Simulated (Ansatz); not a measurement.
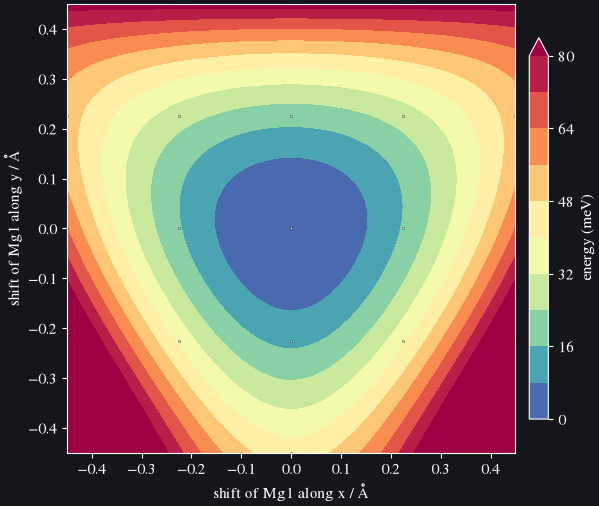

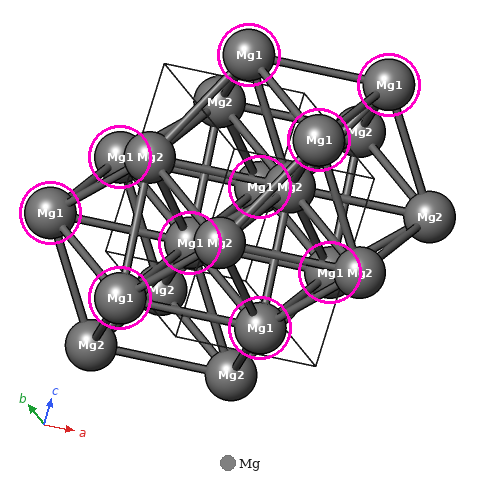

Energy landscape of Mg (P6_3/mmc, No. 194; 2 atoms in the cell). Atom Mg1 is moved over a plane while all other atoms and the cell stay fixed (its periodic images move with it) (x along [1 0 0], y along [1 2 0], z along [0 0 1] of the conventional cell). First axis: shift of Mg1 along x. Second axis: shift of Mg1 along y. Grid: 5 × 5 points; 15 points were computed and 10 follow by symmetry. Energies: meV per cell, counted from the lowest grid point. The reference cell is the one listed in the database, not relaxed at this level. Method: DFT PBEsol, scalar-relativistic, plane waves, PAW (Ansatz). Settings: cutoff 420 eV, k-mesh 18×18×10 in the order of the run's cell vectors, gaussian smearing 0.15 eV, no spin polarisation.

Drawn: filled contours, dots at the grid points, one colour for all values above the top of the scale. Between grid points the surface is interpolated. The second picture is the structure at the lowest point

Where are the wells?

Answer. The lowest grid point is at shift of Mg1 along x = 0.000 Å, shift of Mg1 along y = 0.000 Å. It is the only kind of minimum in the scanned range. The highest grid point, shift of Mg1 along x = −0.450 Å, shift of Mg1 along y = −0.450 Å, lies 158 meV above the lowest. Near the minimum the well is nearly round, with a curvature of about 0.68 eV/Å².
